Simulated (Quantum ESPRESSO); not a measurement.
# H on fcc sites of Pt(111): a series in the coverage, part 4 of 9

Wanted: a table for H on fcc sites of Pt(111) against the coverage, and what can be fitted to it.

Quantum ESPRESSO 7.5; plane-wave DFT, PBE, GBRV ultrasoft pseudopotentials.

So far. Step 4 (Relaxation with pw.x of the reference): The relaxation lowers the energy by 1 meV an atom. Step 5 (Relaxing the ions, 0 ML):  On the free atoms the largest force ends at 0.031 eV/Å.

### Step 6. SCF with pw.x, 0 ML

A run under open boundaries on these atoms gives the vacuum levels.

File m0.esm.in:

```
&control
  prefix = 'm0.esm'
  outdir = './out'
  pseudo_dir = './pseudo'
  calculation = 'scf'
  tprnfor = .true.
/
&system
  ibrav = 0
  nat = 3
  ntyp = 1
  ecutwfc = 40
  ecutrho = 200
  occupations = 'smearing'
  smearing = 'mv'
  degauss = 0.02
  assume_isolated = 'esm'
  esm_bc = 'bc1'
/
&electrons
  conv_thr = 1e-07
  mixing_beta = 0.25
  electron_maxstep = 160
  mixing_mode = 'local-TF'
  mixing_ndim = 12
/
ATOMIC_SPECIES
  Pt  195.0840  pt_pbe_v1.4.uspp.F.UPF
CELL_PARAMETERS angstrom
  2.80418559509881 0.00000000000000 0.00000000000000
  1.40209279754940 2.42849596228195 0.00000000000000
  0.00000000000000 0.00000000000000 18.74249197279848
ATOMIC_POSITIONS crystal
  Pt  0.333333333300 0.333333333300 -0.122417158500
  Pt  0.666666666700 0.666666666700 0.000000000000
  Pt  0.000000000000 0.000000000000 0.122417158500
K_POINTS automatic
  9 9 1 0 0 0
```

Launch:

```
OMP_NUM_THREADS=1 mpirun -n 16 pw.x -nk 4 -in m0.esm.in > m0.esm.out
```

Output:

```text
[banner, memory and clock lines left out]
Program PWSCF v.7.5 starts
[citation notice left out]

[...]
Message from routine setup:
[...]
bravais-lattice index     =            0
     lattice parameter (alat)  =       5.2991  a.u.
     unit-cell volume          =     861.3270 (a.u.)^3
     number of atoms/cell      =            3
     number of atomic types    =            1
     number of electrons       =        48.00
     number of Kohn-Sham states=           29
     kinetic-energy cutoff     =      40.0000  Ry
     charge density cutoff     =     200.0000  Ry
     scf convergence threshold =      1.0E-07
     mixing beta               =       0.2500
     number of iterations used =           12  local-TF  mixing
     Exchange-correlation=  SLA  PW   PBX  PBC
                           (   1   4   3   4   0   0   0)

     Effective Screening Medium Method
     Boundary Conditions: Vacuum-Slab-Vacuum
     total charge in unit cell        =   0.0000
     grid points for fit at edges     =        4

[...]
PseudoPot. # 1 for Pt read from file:
     ./pseudo/pt_pbe_v1.4.uspp.F.UPF
     Pseudo is Ultrasoft + core correction, Zval = 16.0
     Generated by new atomic code, or converted to UPF format
     Using radial grid of  985 points,  6 beta functions with:
                l(1) =   0
                l(2) =   0
                l(3) =   1
                l(4) =   1
                l(5) =   2
                l(6) =   2
     Q(r) pseudized with  8 coefficients,  rinner =    1.300   1.300   1.300
                                                       1.300   1.300

     atomic species   valence    mass     pseudopotential
     Pt               16.00   195.08400     Pt( 1.00)

     12 Sym. Ops., with inversion, found ( 6 have fractional translation)

[...]
number of k points=    12  Marzari-Vanderbilt smearing, width (Ry)=  0.0200
[...]
Dense  grid:    41073 G-vectors     FFT dimensions: (  24,  24, 160)

     Smooth grid:    29555 G-vectors     FFT dimensions: (  24,  24, 144)

     Initial potential from superposition of free atoms

     starting charge      46.5000, renormalised to      48.0000

     negative rho (up, down):  5.586E-01 0.000E+00
     Starting wfcs are   36 randomized atomic wfcs

     per-process dynamical memory:    13.9 Mb

     Self-consistent Calculation

     iteration #  1     ecut=    40.00 Ry     beta= 0.25
     Davidson diagonalization with overlap
     ethr =  1.00E-02,  avg # of iterations =  6.4

     negative rho (up, down):  5.486E-01 0.000E+00

     total energy              =    -632.42015170 Ry
     estimated scf accuracy    <       3.88247679 Ry

     iteration #  2     ecut=    40.00 Ry     beta= 0.25
[...]
negative rho (up, down):  5.375E-01 0.000E+00

[...]
total energy              =    -631.58005800 Ry
     estimated scf accuracy    <       2.32724365 Ry

     iteration #  3     ecut=    40.00 Ry     beta= 0.25
[...]
negative rho (up, down):  5.546E-01 0.000E+00

[...]
total energy              =    -631.87949885 Ry
     estimated scf accuracy    <       0.17877479 Ry

     iteration #  4     ecut=    40.00 Ry     beta= 0.25
[...]
negative rho (up, down):  5.565E-01 0.000E+00

[...]
total energy              =    -631.95368112 Ry
     estimated scf accuracy    <       0.05117111 Ry

     iteration #  5     ecut=    40.00 Ry     beta= 0.25
[...]
negative rho (up, down):  5.607E-01 0.000E+00

[...]
total energy              =    -631.97591655 Ry
     estimated scf accuracy    <       0.02053564 Ry

     iteration #  6     ecut=    40.00 Ry     beta= 0.25
[...]
negative rho (up, down):  5.709E-01 0.000E+00

[...]
total energy              =    -631.97609020 Ry
     estimated scf accuracy    <       0.01495785 Ry

[...]
iteration # 27     ecut=    40.00 Ry     beta= 0.25
[...]
negative rho (up, down):  5.154E-01 0.000E+00

[...]
total energy              =    -631.98885739 Ry
     estimated scf accuracy    <       0.00000035 Ry

     iteration # 28     ecut=    40.00 Ry     beta= 0.25
[...]
negative rho (up, down):  5.154E-01 0.000E+00

[...]
total energy              =    -631.98885929 Ry
     estimated scf accuracy    <       0.00000025 Ry

     iteration # 29     ecut=    40.00 Ry     beta= 0.25
[...]
negative rho (up, down):  5.154E-01 0.000E+00

[...]
total energy              =    -631.98885902 Ry
     estimated scf accuracy    <       0.00000018 Ry

     iteration # 30     ecut=    40.00 Ry     beta= 0.25
[...]
negative rho (up, down):  5.154E-01 0.000E+00

[...]
End of self-consistent calculation

          k = 0.0000 0.0000 0.0000 (  3731 PWs)   bands (ev):

   -58.4644 -58.2647 -58.2647 -57.8534 -57.8534 -57.8523 -57.8523 -57.7641
   -57.7327 -14.6522 -12.8781 -12.4153  -9.2294  -9.1370  -9.1370  -8.7897
    -8.7694  -8.7694  -8.5362  -8.5362  -7.1145  -7.1145  -6.4379  -6.4379
    -6.4351  -5.7756  -5.7756  -4.8591  -0.7253

          k = 0.0000 0.1283 0.0000 (  3695 PWs)   bands (ev):

   -58.4580 -58.3034 -58.2741 -57.8900 -57.8893 -57.8626 -57.8613 -57.7580
   -57.7310 -14.2364 -12.4634 -12.0243  -9.4926  -9.2879  -9.1695  -8.8428
    -8.6732  -8.5851  -8.5513  -8.2288  -7.4834  -7.2266  -7.1140  -6.6102
    -6.4466  -5.7641  -5.3612  -3.4709  -0.4281

[...]
the Fermi energy is    -5.7605 ev

!    total energy              =    -631.98886029 Ry
     estimated scf accuracy    <       0.00000006 Ry
     smearing contrib. (-TS)   =      -0.00059319 Ry
     internal energy E=F+TS    =    -631.98826711 Ry

     The total energy is F=E-TS. E is the sum of the following terms:
     one-electron contribution =    4900.56554000 Ry
     hartree contribution      =   -2455.69709865 Ry
     xc contribution           =    -170.46911573 Ry
     ewald contribution        =   -2906.38759273 Ry

     convergence has been achieved in  30 iterations

     negative rho (up, down):  5.154E-01 0.000E+00

     Forces acting on atoms (cartesian axes, Ry/au):

     atom    1 type  1   force =    -0.00000000    0.00000000   -0.00128343
     atom    2 type  1   force =    -0.00000000    0.00000000    0.00000000
     atom    3 type  1   force =    -0.00000000    0.00000000    0.00128343

     Total force =     0.001815     Total SCF correction =     0.000757
     SCF correction compared to forces is large: reduce conv_thr to get better values

[...]
```

It took 8.3 s on 16 MPI ranks of Arm Neoverse V2, shared host; peak memory 0.89 GiB.

This step gave:

```
Fermi energy                                                   : -5.761 eV
vacuum line at the lower end of the cell, over the Fermi level : 5.761 eV
vacuum line at the upper end of the cell, over the Fermi level : 5.761 eV
```

Electrostatic potential energy of an electron; zero at the Fermi level. Potential energy, planar mean against z:

```tsv
z (Å)	potential energy, planar mean (eV)
-8	5.76
-6	5.76
-4	5.16
-2	-20.6
0	-24.6
2	-20.6
4	5.16
6	5.76
8	5.76
```

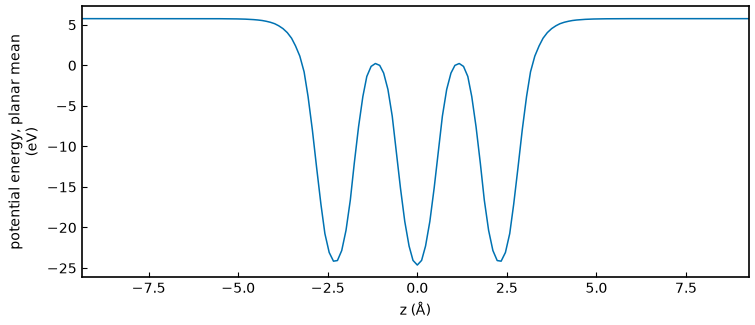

Potential energy, planar mean against z.

The vacuum levels are read from the outermost 0.7 Å of the cell on either side.

Inside the slab this potential holds the local part of the pseudopotentials, which can be repulsive at the nuclei; only its value in the vacuum has a meaning of its own.

(Part 4 of 9 ends here.)

[Logs are printed without paths, hosts, clocks, repeated set-up lines and the standing remarks that a program may print on its own settings, such as how far it seeks lower states.]

[Hosts, paths, dates, database ids (printed as entryN), source tags and the programs' standing remarks are cut or masked in the printed files.]

[Maps of the electrostatic potential energy from Ansatz leave out the sawtooth potential of an applied field or a dipole correction, so their vacuum need not be flat; planar profiles and work functions include it.]
